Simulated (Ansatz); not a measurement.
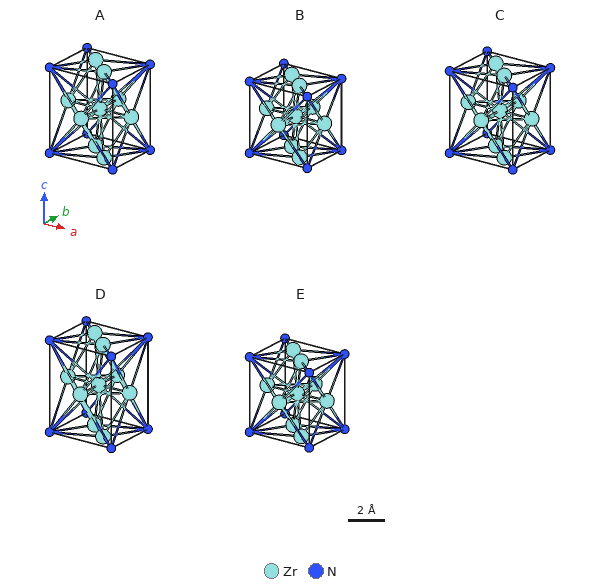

5 geometries from one relaxation of solid Zr5N (a generated structure, set up in P6/mmm) (coarse preliminary run), in shuffled order. Style: ball-and-stick. Shown: the cell of the calculation, slightly off an axis.

Computed with Ansatz, DFT PBE, scalar-relativistic, plane waves, PAW. (plane-wave cutoff 420 eV; k-point mesh 6 × 6 × 4; occupations gaussian; smearing width 0.1 eV; no spin polarisation; cell and atoms relaxed; force threshold 0.04 eV/Å; at most 70 steps)

Put them in the order of the run, from the start to the converged end.

B, E, C, A, D. They are steps 0, 1, 3, 4, 10, at +939 meV per atom, +458 meV per atom, +66.7 meV per atom, +38.4 meV per atom relative to the last. The atoms keep their places relative to the cell (all moves are under 0.005 Å). The volume changes by +46.8 %, with a = b 5.209 → 5.575 Å (+7.0 %), c 4.110 → 5.269 Å (+28.2 %). Near-neighbour distances that change, for instance: Zr–Zr 2.546 → 3.087 Å, N–Zr 3.318 → 3.835 Å, N–Zr 3.007 → 3.219 Å, Zr–Zr 3.007 → 3.219 Å. Bond angles that change, for instance: Zr–Zr–Zr 107.6° → 117.2°, Zr–Zr–Zr 145.7° → 149.8°. The space group stays P6/mmm (No. 191). Over 8 accepted moves (10 points after the start) the energy falls by 939 meV per atom. All forces vanish by symmetry, so only the cell relaxes. Pressure: 50.12 GPa at the start and −0.16 GPa at the end. The SCF was repeated twice at an unchanged geometry on a basis and grid sized afresh for the cell, which shifted the energy by 28.8 meV per atom at most.

Limits of the set-up: the k-point mesh is coarse for a cell with partly filled bands.
